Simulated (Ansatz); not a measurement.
Geometry relaxation of C10O (part 1 of 2)

C10O (slab, 11 atoms in the cell), computed with DFT PBE+D3(BJ), scalar-relativistic, plane waves, PAW, no spin polarisation (Ansatz 0.2.0).

The structure derives from a Materials Project entry. The input holds or restrains some coordinates. Forces given for the steps count only the free coordinates. It belongs to a series of runs on one base structure; here: O over the place (2/4, 0/4) of the surface cell, its height relaxed.

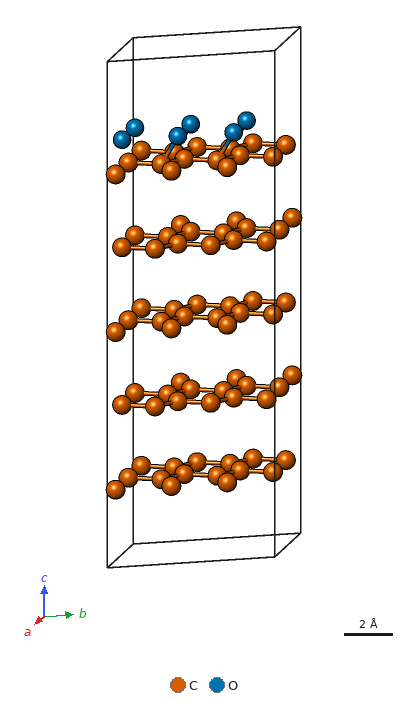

Fig. 1: The structure as given in the input (ball-and-stick view of the 2 × 3 repeat of the cell, with the vacuum cut short, seen slightly off an axis). An atom can appear more than once, as a periodic image. Near neighbours in the periodic cell (some may lie outside the picture): C has 3 C at 1.42 Å; C has 3 C at 1.42 Å and 1 O at 1.43 Å; O has 1 C at 1.43 Å.

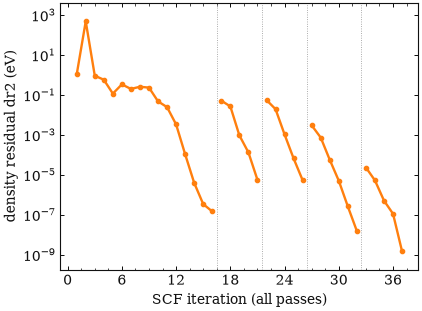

Fig. 2: Convergence of the self-consistent field: density residual dr2 against the SCF iteration. The dotted lines part the SCF passes of the relaxation: geometry steps, rejected trials and re-solves on a re-selected basis. The 5 passes take 5 to 16 iterations each, 37 in all.

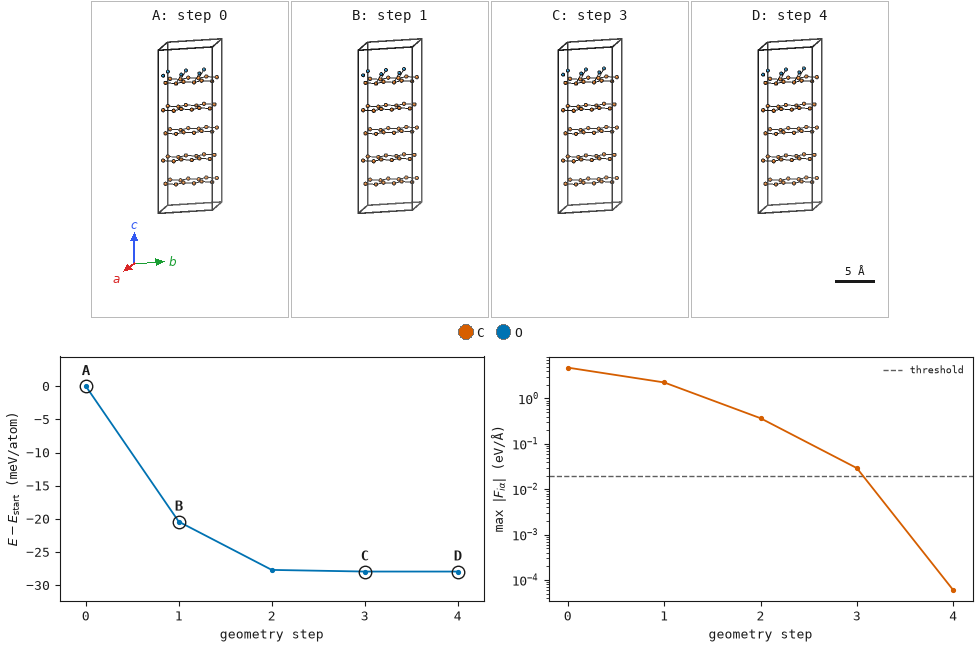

Fig. 3: Frames of the restrained relaxation (ball-and-stick view of the 2 × 3 repeat of the cell, with the vacuum cut short, seen slightly off an axis) above the curves, on which the letters mark them (the first geometry is step 0 here and step 1 in the log).

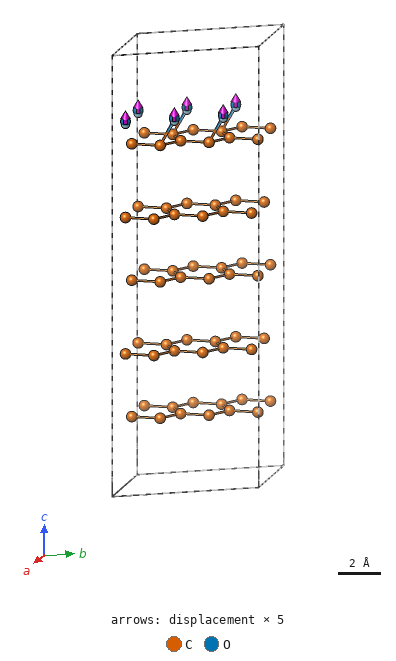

Fig. 4: Start (faint) and end (solid) with the displacements as pink arrows, magnified 5 times (ball-and-stick view of the 2 × 3 repeat of the cell, with the vacuum cut short, seen slightly off an axis). The largest move is that of O11, 0.14 Å. C stays in place. The cell stays as it was. Distances before and after: C10–O11 1.429 → 1.555 Å. Among the angles that change: C9–C10–O11 119.8° → 117.2°. Over 4 geometry steps the energy falls by 27.9 meV per atom. Largest force component: 4.8 eV/Å at the start, under 0.0001 eV/Å at the end. (Atoms are counted from 1 in the order of the input.)

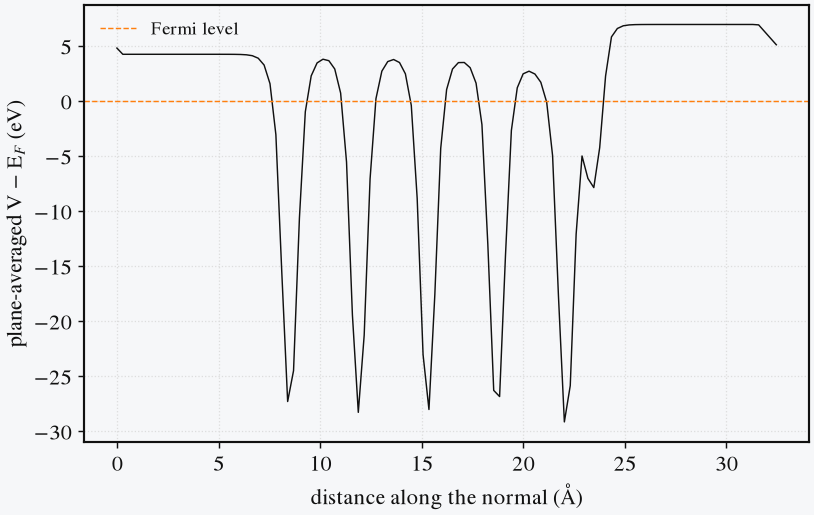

Fig. 5: Plane average of the electrostatic potential energy of an electron across the cell, from the Fermi level. The vacuum level lies 6.97 eV above the Fermi level on the upper side and 4.26 eV on the lower.

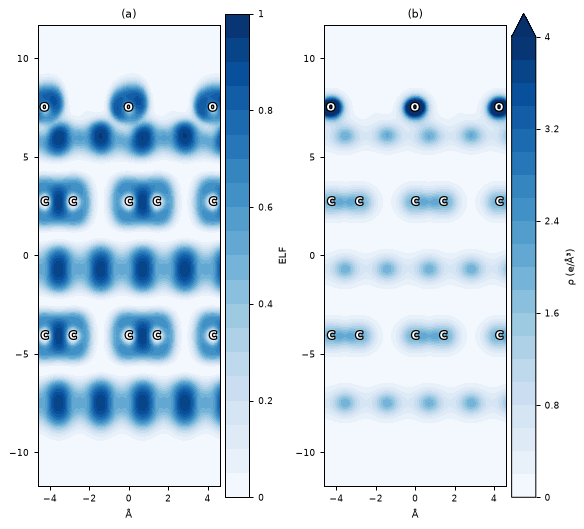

Fig. 6: (a) ELF; (b) valence electron density on the (110) plane of the calculation cell, a cut from vacuum to vacuum. C–C (1.42 Å): ρ is about 2 e/Å³ halfway; the ELF peaks at about 0.95 between the atoms, which marks localised, shared-pair bonding. The density dies away to nearly zero in the vacuum. In a PAW calculation such maps are meaningful between the atoms, not at the nuclei.

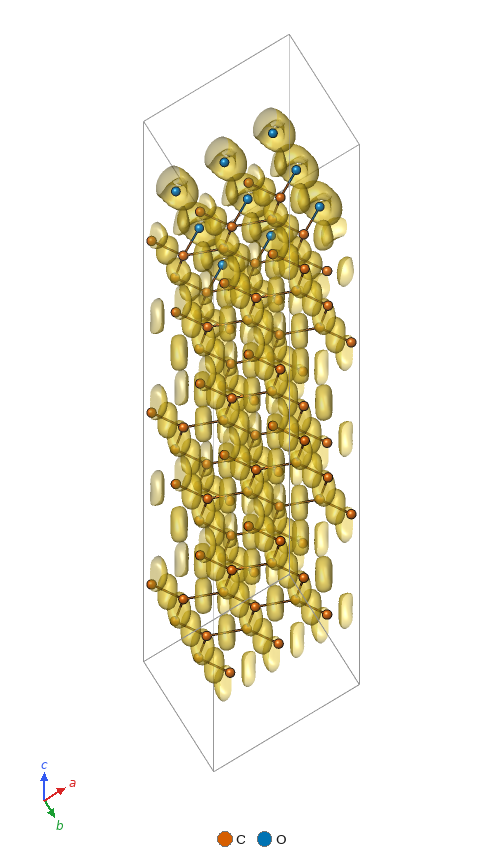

Fig. 7: Isosurface of the ELF at 0.8 (yellow), seen at an oblique angle. Only the valence region is drawn (cores and ρ < 0.01 e/Å³ removed). Sticks mark near contacts. Along the contacts the grid gives the following. C–C (1.42 Å): the ELF peaks at about 0.95 between the atoms, as expected for localised, shared-pair bonding. C–O (1.56 Å): the ELF peaks at about 0.70 between the atoms.

The input and output of the run follow.

Input file:
```yaml
crystal:
  lattice:
    - [2.4655379958, 0.0, 0.0]
    - [-1.2327689979, 2.1341461202, 0.0]
    - [0.0, 0.0, 32.5979677131]
  atoms:
    - { symbol: C, position: [0.0833101794, 0.1666203587, 0.2607524516] }
    - { symbol: C, position: [0.4166898207, 0.8333796413, 0.2607524516] }
    - { symbol: C, position: [0.5833101794, 0.1666203587, 0.3650391123] }
    - { symbol: C, position: [0.9166898206, 0.8333796413, 0.3650391123] }
    - { symbol: C, position: [0.0833101794, 0.1666203587, 0.469323241] }
    - { symbol: C, position: [0.4166898207, 0.8333796413, 0.469323241] }
    - { symbol: C, position: [0.5833101794, 0.1666203587, 0.5736099016] }
    - { symbol: C, position: [0.9166898206, 0.8333796413, 0.5736099016] }
    - { symbol: C, position: [0.0833101794, 0.1666203587, 0.6778940303] }
    - { symbol: C, position: [0.4166898207, 0.8333796413, 0.6778940303] }
    - { symbol: O, position: [0.5833101794, 0.1666203587, 0.7159332115] }
basis:
  ecutwfc: 420
kpoints:
  mp_grid: { grid: [12, 12, 1] }
hamiltonian:
  xc: pbe
  dispersion: d3bj
scf:
  occupations: { method: gaussian, width: 0.1 }
output:
  forces: true
  eigenvalues: true
  write_density: true
  write_potential: true
  elf: true
  volumetric_format: npy
relax:
  adjacent_minimum: "off"
  f_tol: 0.02
  max_steps: 25
  constraints: [{ sites: [0, 1, 2, 3, 4, 5, 6, 7, 8, 9] }, { site: 10, fix: xy }]
efield:
  axis: 3
  dipole_correction: true
  ramp_width: 0.04
```

Launched with:
```bash
ansatz run input.yaml --threads 2 --pin off --max-ram 5120MiB --backend cpu --events-out ev --progress --plain --runs-dir out
```

Log:
```
Engine: ansatz 0.2.0, x86_64-unknown-linux-gnu
Pseudopotentials: kind: paw
Pseudopotential: C, paw, valence charge 4, recommended cutoff 420 eV (normal), C.paw.azcp
Pseudopotential: O, paw, valence charge 6, recommended cutoff 420 eV (normal), O.paw.azcp
Functional definition: PBE
  parameter kappa = 0.804
  parameter beta = 0.06672455060314922
  exchange = pbe_x(kappa = kappa, mu = beta*pi^2/3)
  correlation = pbe_c(beta = beta)
Crystal: 11 atoms, lattice volume = 171.525 Å³
Basis set: ecut = 420 eV, 3239 PW (Γ), exchange–correlation on 36×36×450 points (8 copies of the dense FFT grid, shifted against one another)
Bands: 34, of which v1, the nominal top of the filled ones, is band 23 counted from 1 (22 counted from 0)
Symmetry: 2 space group operations
Space group: Cm (ITA 8), of the structure as read, at distance tolerance 5.6e-5 Å
k-points: 43 of 144 (time reversal used)
Non-local potential: C, projectors of the file, l = 0: 2, l = 1: 2, l = 2: 1
Non-local potential: O, projectors of the file, l = 0: 2, l = 1: 2, l = 2: 1
PAW form: soft (Blöchl's): semilocal exchange-correlation on the pseudo side does not see the compensation charge
PAW one-centre angular grid: C, 110 points (default); XC on 64 Gauss nodes
PAW one-centre angular grid: O, 110 points (default); XC on 64 Gauss nodes
Initial density: superposition of atomic densities (neutral atoms: chi_scale 0, normalization atom), corrected by the library's trained network
Initial wavefunctions: pseudopotential atomic-orbital guess
Functional: x = pbe(κ = 0.804, μ = 0.2195149727645171), c = pbe(β = 0.06672455060314922)
SCF iter   1: F=—  HF=-3072.599062 eV  |F-HF|=—  |Δ(HF+E_count)|=         —  Δρ=1.19e-2  dr2=1.04e0  ethr=1.77e-3  p=-0.159 e·Å  D=-1.68e-1 V/Å  ΔV_dip=5.46 eV  dr2_dipole=6.97e-1  V_vac-E_F(+/−)=9.19/3.73 eV  ⟨swp⟩=11.2  Hψ=10018  notcnv=0  defer=50
efield: sawtooth ramp at fractional position 0.9683 (placed from the atoms, in the widest stretch of the axis that holds none; the zero of the levels goes with the place), width 0.0400; the density the first Hamiltonian is built on has a dipole p = -0.159 e·Å; the dipole correction subtracts the counter field D = -1.68e-1 V/Å, which shifts the + side's vacuum level by +5.46 eV against the − side's; the planar-averaged density in the ramp window peaks in size at 3.1e-5 e/Å³
preconditioner: auto → LDOS  [insulator: Δε(μ)=0.121 eV  Ē_g=15.529 eV  σ=0.100 eV  W_gap=0.57  n_scr=22 (ndim 8)  ℏωp=19.2 eV  f_vac=0.451  D(μ)=0.43/eV (n_scr^D=6)  ε∞_Penn≈2.5  β→1.0]
SCF iter   2: F=—  HF=-3077.027579 eV  |F-HF|=—  |Δ(HF+E_count)|=    4.43e0  Δρ=8.58e-2  dr2=4.77e2  ethr=1.77e-3  p=0.161 e·Å  D=1.70e-1 V/Å  ΔV_dip=-5.55 eV  dr2_dipole=3.94e2  V_vac-E_F(+/−)=3.03/8.58 eV  ⟨swp⟩=7.9  Hψ=4451  notcnv=0  defer=235  recentre
SCF iter   3: F=—  HF=-3072.577877 eV  |F-HF|=—  |Δ(HF+E_count)|=    4.45e0  Δρ=1.05e-2  dr2=9.05e-1  ethr=1.77e-3  p=-0.153 e·Å  D=-1.61e-1 V/Å  ΔV_dip=5.25 eV  dr2_dipole=6.41e-1  V_vac-E_F(+/−)=9.00/3.75 eV  ⟨swp⟩=3.9  Hψ=2911  notcnv=0  defer=133
SCF iter   4: F=—  HF=-3072.551763 eV  |F-HF|=—  |Δ(HF+E_count)|=   2.61e-2  Δρ=9.67e-3  dr2=5.69e-1  ethr=1.77e-3  p=-0.141 e·Å  D=-1.48e-1 V/Å  ΔV_dip=4.84 eV  dr2_dipole=4.09e-1  V_vac-E_F(+/−)=8.78/3.94 eV  ⟨swp⟩=1.2  Hψ=1829  notcnv=0  defer=134
SCF iter   5: F=—  HF=-3072.513826 eV  |F-HF|=—  |Δ(HF+E_count)|=   3.79e-2  Δρ=8.08e-3  dr2=1.15e-1  ethr=1.24e-3  p=-0.111 e·Å  D=-1.18e-1 V/Å  ΔV_dip=3.83 eV  dr2_dipole=2.17e-2  V_vac-E_F(+/−)=8.23/4.40 eV  ⟨swp⟩=1.9  Hψ=1749  notcnv=0  defer=161
SCF iter   6: F=—  HF=-3072.517276 eV  |F-HF|=—  |Δ(HF+E_count)|=   3.45e-3  Δρ=3.82e-3  dr2=3.33e-1  ethr=2.49e-4  p=-0.074 e·Å  D=-7.83e-2 V/Å  ΔV_dip=2.55 eV  dr2_dipole=1.82e-1  V_vac-E_F(+/−)=7.21/4.66 eV  ⟨swp⟩=3.2  Hψ=2445  notcnv=0  defer=181  recentre
SCF iter   7: F=—  HF=-3072.509843 eV  |F-HF|=—  |Δ(HF+E_count)|=   7.43e-3  Δρ=3.60e-3  dr2=1.97e-1  ethr=2.49e-4  p=-0.070 e·Å  D=-7.43e-2 V/Å  ΔV_dip=2.42 eV  dr2_dipole=1.22e-1  V_vac-E_F(+/−)=7.22/4.80 eV  ⟨swp⟩=2.2  Hψ=1888  notcnv=0  defer=181
SCF iter   8: F=—  HF=-3072.515781 eV  |F-HF|=—  |Δ(HF+E_count)|=   5.94e-3  Δρ=2.26e-3  dr2=2.53e-1  ethr=2.49e-4  p=-0.057 e·Å  D=-6.05e-2 V/Å  ΔV_dip=1.97 eV  dr2_dipole=1.79e-1  V_vac-E_F(+/−)=6.86/4.89 eV  ⟨swp⟩=1.4  Hψ=1327  notcnv=0  defer=181
SCF iter   9: F=—  HF=-3072.514786 eV  |F-HF|=—  |Δ(HF+E_count)|=   9.94e-4  Δρ=1.90e-3  dr2=2.29e-1  ethr=2.49e-4  p=-0.051 e·Å  D=-5.41e-2 V/Å  ΔV_dip=1.76 eV  dr2_dipole=1.82e-1  V_vac-E_F(+/−)=6.66/4.89 eV  ⟨swp⟩=1.6  Hψ=1808  notcnv=0  defer=184
SCF iter  10: F=—  HF=-3072.494029 eV  |F-HF|=—  |Δ(HF+E_count)|=   2.08e-2  Δρ=1.52e-3  dr2=4.69e-2  ethr=2.49e-4  p=-0.069 e·Å  D=-7.30e-2 V/Å  ΔV_dip=2.38 eV  dr2_dipole=3.97e-2  V_vac-E_F(+/−)=6.83/4.45 eV  ⟨swp⟩=2.3  Hψ=1379  notcnv=0  defer=179
SCF iter  11: F=—  HF=-3072.492500 eV  |F-HF|=—  |Δ(HF+E_count)|=   1.53e-3  Δρ=9.11e-4  dr2=2.41e-2  ethr=1.02e-4  p=-0.081 e·Å  D=-8.51e-2 V/Å  ΔV_dip=2.77 eV  dr2_dipole=1.86e-2  V_vac-E_F(+/−)=6.95/4.18 eV  ⟨swp⟩=1.7  Hψ=1832  notcnv=0  defer=192
SCF iter  12: F=—  HF=-3072.491217 eV  |F-HF|=—  |Δ(HF+E_count)|=   1.28e-3  Δρ=3.57e-4  dr2=3.28e-3  ethr=5.25e-5  p=-0.077 e·Å  D=-8.17e-2 V/Å  ΔV_dip=2.66 eV  dr2_dipole=2.44e-3  V_vac-E_F(+/−)=6.90/4.24 eV  ⟨swp⟩=1.0  Hψ=1250  notcnv=0  defer=191
SCF iter  13: F=—  HF=-3072.490954 eV  |F-HF|=—  |Δ(HF+E_count)|=   2.63e-4  Δρ=1.11e-4  dr2=1.05e-4  ethr=7.14e-6  p=-0.076 e·Å  D=-8.05e-2 V/Å  ΔV_dip=2.63 eV  dr2_dipole=6.06e-5  V_vac-E_F(+/−)=6.88/4.25 eV  ⟨swp⟩=1.1  Hψ=1328  notcnv=0  defer=189
iter 14 did not close the SCF: its close was put off until two iterations running show no level that it waits for move by more than its bar (scf_convergence_deferred on its scf_iter line)
SCF iter  14: F=-3072.490941 eV  HF=-3072.490946 eV  |F-HF|=4.61e-6  |Δ(HF+E_count)|=   7.98e-6  Δρ=3.12e-5  dr2=3.87e-6  ethr=2.17e-8  p=-0.076 e·Å  D=-8.02e-2 V/Å  ΔV_dip=2.61 eV  dr2_dipole=2.29e-6  V_vac-E_F(+/−)=6.87/4.26 eV  ⟨swp⟩=29.2  Hψ=18079  notcnv=0
iter 15 did not close the SCF: its close was put off until two iterations running show no level that it waits for move by more than its bar (scf_convergence_deferred on its scf_iter line)
SCF iter  15: F=-3072.490946 eV  HF=-3072.490946 eV  |F-HF|=1.23e-7  |Δ(HF+E_count)|=   5.66e-7  Δρ=1.18e-5  dr2=3.36e-7  ethr=8.41e-9  p=-0.076 e·Å  D=-8.02e-2 V/Å  ΔV_dip=2.61 eV  dr2_dipole=1.71e-7  V_vac-E_F(+/−)=6.87/4.26 eV  ⟨swp⟩=15.1  Hψ=12313  notcnv=0
SCF iter  16: F=-3072.490946 eV  HF=-3072.490947 eV  |F-HF|=1.46e-7  |Δ(HF+E_count)|=   1.87e-7  Δρ=3.37e-6  dr2=1.44e-7  ethr=7.31e-10  p=-0.076 e·Å  D=-8.02e-2 V/Å  ΔV_dip=2.62 eV  dr2_dipole=1.06e-7  V_vac-E_F(+/−)=6.87/4.26 eV  ⟨swp⟩=12.9  Hψ=11351  notcnv=0
SCF 1 converged in 16 iterations: F = -3072.490946 eV  dr2 = 1.44e-7
  greatest PAW one-centre occupation: 0.893 electrons in one spin orbital (limit 2), on the O atom at site 10 (counted from 0), in its partial waves of l = 0
relax step   1: F+E_penalty+E_count = -3072.49094641 eV  Δ(F+E_penalty+E_count) = +0.000e0 eV  max|allowed force component| = 4.773e0 eV/Å  Δτ_max = 0.0000 Å  (16 SCF iters, dr2 threshold 1.00e-5 eV, accepted)
Initial density: handed on by an earlier stage of this run
Initial wavefunctions: those handed on with the density
iter 1 solved again at ethr=1.10e-4 eV; its pass at ethr=3.10e-3 eV (dr2=5.06e-2 eV) is discarded
SCF iter   1: F=—  HF=-3072.726156 eV  |F-HF|=—  |Δ(HF+E_count)|=         —  Δρ=8.59e-3  dr2=5.10e-2  ethr=1.10e-4  p=-0.076 e·Å  D=-8.02e-2 V/Å  ΔV_dip=2.62 eV  dr2_dipole=6.33e-3  V_vac-E_F(+/−)=6.84/4.22 eV  ⟨swp⟩=1.3  Hψ=5199  notcnv=0  defer=171
efield: sawtooth ramp at fractional position 0.9683 (handed on by an earlier solve), width 0.0400; the density the first Hamiltonian is built on has a dipole p = -0.076 e·Å; the dipole correction subtracts the counter field D = -8.02e-2 V/Å, which shifts the + side's vacuum level by +2.62 eV against the − side's; the planar-averaged density in the ramp window peaks in size at 1.9e-6 e/Å³
preconditioner: auto → LDOS  [metal: Δε(μ)=0.096 eV  Ē_g=15.445 eV  σ=0.100 eV  W_gap=0.46  n_scr=22 (ndim 8)  ℏωp=19.2 eV  f_vac=0.450  D(μ)=0.52/eV (n_scr^D=6)  β→1.0]
SCF iter   2: F=—  HF=-3072.725009 eV  |F-HF|=—  |Δ(HF+E_count)|=   1.15e-3  Δρ=4.74e-3  dr2=2.62e-2  ethr=1.10e-4  p=-0.087 e·Å  D=-9.17e-2 V/Å  ΔV_dip=2.99 eV  dr2_dipole=1.06e-5  V_vac-E_F(+/−)=7.25/4.26 eV  ⟨swp⟩=2.8  Hψ=2569  notcnv=0  defer=171
SCF iter   3: F=—  HF=-3072.715833 eV  |F-HF|=—  |Δ(HF+E_count)|=   9.18e-3  Δρ=8.84e-4  dr2=9.27e-4  ethr=5.69e-5  p=-0.078 e·Å  D=-8.19e-2 V/Å  ΔV_dip=2.67 eV  dr2_dipole=1.72e-5  V_vac-E_F(+/−)=6.93/4.26 eV  ⟨swp⟩=2.0  Hψ=2499  notcnv=0  defer=176
SCF iter   4: F=—  HF=-3072.715611 eV  |F-HF|=—  |Δ(HF+E_count)|=   2.22e-4  Δρ=2.15e-4  dr2=1.30e-4  ethr=2.01e-6  p=-0.078 e·Å  D=-8.19e-2 V/Å  ΔV_dip=2.67 eV  dr2_dipole=9.66e-6  V_vac-E_F(+/−)=6.93/4.26 eV  ⟨swp⟩=2.7  Hψ=2410  notcnv=0  defer=178
SCF iter   5: F=-3072.715594 eV  HF=-3072.715597 eV  |F-HF|=2.70e-6  |Δ(HF+E_count)|=   1.40e-5  Δρ=6.28e-5  dr2=5.51e-6  ethr=2.17e-7  p=-0.078 e·Å  D=-8.24e-2 V/Å  ΔV_dip=2.68 eV  dr2_dipole=1.96e-7  V_vac-E_F(+/−)=6.94/4.26 eV  ⟨swp⟩=27.4  Hψ=17121  notcnv=0
SCF 2 converged in 5 iterations: F = -3072.715594 eV  dr2 = 5.51e-6
  greatest PAW one-centre occupation: 0.895 electrons in one spin orbital (limit 2), on the O atom at site 10 (counted from 0), in its partial waves of l = 0
relax step   2: F+E_penalty+E_count = -3072.71559398 eV  Δ(F+E_penalty+E_count) = -2.246e-1 eV  max|allowed force component| = 2.252e0 eV/Å  Δτ_max = 0.0649 Å  (5 SCF iters, dr2 threshold 1.00e-4 eV, accepted)
```
